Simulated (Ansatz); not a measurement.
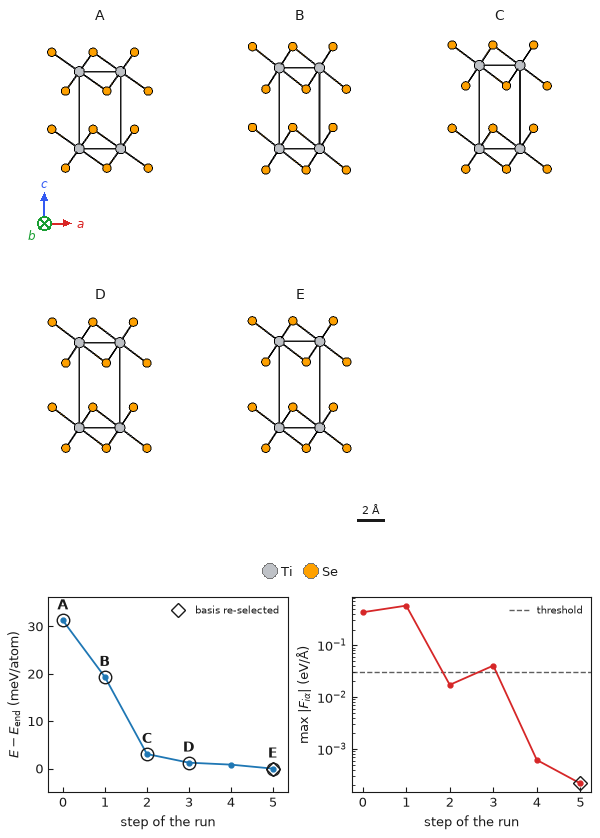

Frames of a relaxation of a crystal of TiSe2 (built on the CdI2 type) (coarse preliminary run), marked on the history of the run. Style: ball-and-stick. Shown: the cell of the calculation, along the b axis.

Method: DFT PBE, scalar-relativistic, plane waves, PAW in Ansatz 0.2.0. Set-up: plane-wave cutoff 420 eV; k-point mesh 6 × 6 × 4; occupations gaussian; smearing width 0.05 eV; no spin polarisation; cell and atoms relaxed; force threshold 0.03 eV/Å; at most 60 steps.

> Describe the path.

After 4 accepted moves (5 points after the start) the energy has fallen by 31.3 meV per atom. The largest force component goes from 0.43 to 0.00022 eV/Å. Pressure: 1.69 GPa at the start and 0.13 GPa at the end. At 1 point the geometry stayed and the basis and grid were re-selected for the new cell (energy shift of 0.8 meV per atom at most each time). The largest moves relative to the cell, 0.092 Å, are those of Se atoms. Ti stays in place. The volume changes by +7.4 %, with a = b 3.609 → 3.534 Å (−2.1 %), c 5.822 → 6.522 Å (+12.0 %). Among the contacts that change: Se–Ti 2.548 → 2.563 Å. Among the angles between lasting bonds that change: Ti–Se–Ti 90.2° → 87.1°, Se–Ti–Se 89.8° → 92.9°, Se–Ti–Se 90.2° → 87.1°. The space group stays P-3m1 (No. 164). The run took 7.4 s on 4 threads of AMD EPYC 7R43 64-Core Processor (Zen 3), on a shared host, peak memory 0.47 GiB. From step 0 to 1: Se atoms move most (0.07 Å), volume −0.9 %, energy −11.9 meV per atom. From step 1 to 2: Se atoms move most (0.11 Å), volume +5.5 %, energy −16.2 meV per atom. From step 2 to 3: Se atoms move most (0.03 Å), volume +1.4 %, energy −1.8 meV per atom. From step 3 to 5: Se atoms move most (0.02 Å), volume +1.2 %, energy −1.3 meV per atom.

Limits of the set-up: layers or molecules are held without a dispersion correction, so their spacing is unreliable.
